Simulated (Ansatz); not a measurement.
Consider Al₂Ru (slab).

Input file:

```
crystal:
  lattice:
    - [3.1213577632, 0.0, 0.0]
    - [-1.5606788816, 4.4914239899, 0.0]
    - [0.0, 0.0, 25.7762462254]
  atoms:
    - { symbol: Al, position: [0.420502198, 0.8410043959, 0.2909655632] }
    - { symbol: Ru, position: [0.1207421761, 0.2414843522, 0.3296770159] }
    - { symbol: Al, position: [0.8209821543, 0.6419643085, 0.3683884685] }
    - { symbol: Al, position: [0.5412443741, 0.0824887481, 0.4045142193] }
    - { symbol: Ru, position: [0.2414843522, 0.4829687044, 0.443225672] }
    - { symbol: Al, position: [0.9417243304, 0.8834486607, 0.4819371246] }
    - { symbol: Al, position: [0.6619865502, 0.3239731003, 0.5180628754] }
    - { symbol: Ru, position: [0.3622265283, 0.7244530566, 0.556774328] }
    - { symbol: Al, position: [0.0624665065, 0.124933013, 0.5954857807] }
    - { symbol: Al, position: [0.7827287263, 0.5654574525, 0.6316115315] }
    - { symbol: Ru, position: [0.4829687044, 0.9659374089, 0.6703229841] }
    - { symbol: Al, position: [0.1832086826, 0.3664173652, 0.7090344368] }
basis:
  ecutwfc: 420
kpoints:
  mp_grid: { grid: [12, 8, 1] }
hamiltonian:
  xc: pbesol
scf:
  occupations: { method: gaussian, width: 0.1 }
output:
  forces: true
  stress: true
  eigenvalues: true
  write_density: true
  write_potential: true
  elf: true
  volumetric_format: npy
efield:
  axis: 3
  dipole_correction: true
  ramp_width: 0.04
```

Command:

```sh
ansatz run input.yaml --threads 1 --pin off --max-ram 2560MiB --backend cpu --events-out ev --progress --plain --runs-dir out
```

Not relaxed (largest force 0.7 eV/Å); computed without spin polarisation.

Theory: DFT PBEsol, scalar-relativistic, plane waves, PAW in Ansatz.

### What will maps of the valence pseudo-density and electron localisation function show?

Al–Ru (2.58 Å): ρ is about 0.38 e/Å³ halfway; the ELF is about 0.40 at the midpoint.

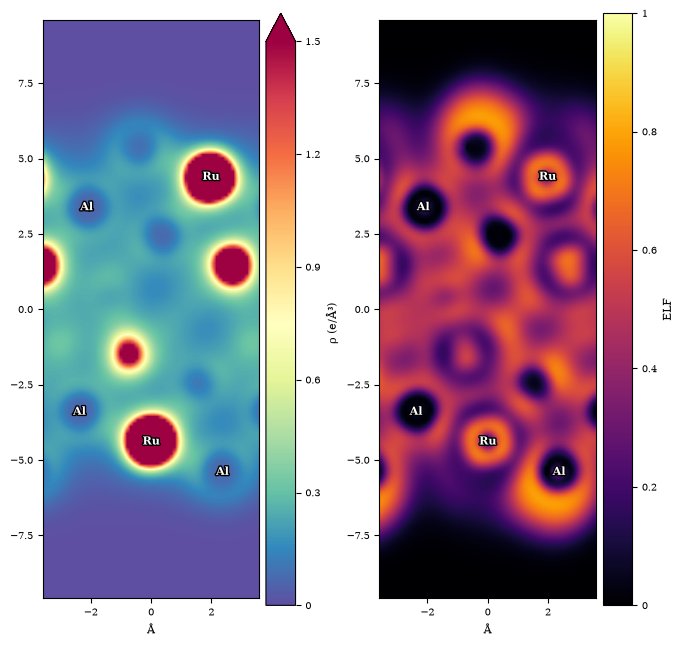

Computed valence pseudo-density and electron localisation function on the (110) plane of the calculation cell, a cut from vacuum to vacuum, in this order. Atoms just off the plane (Al, 0.4 Å away and Ru, 0.6 Å away) can leave unmarked features too.
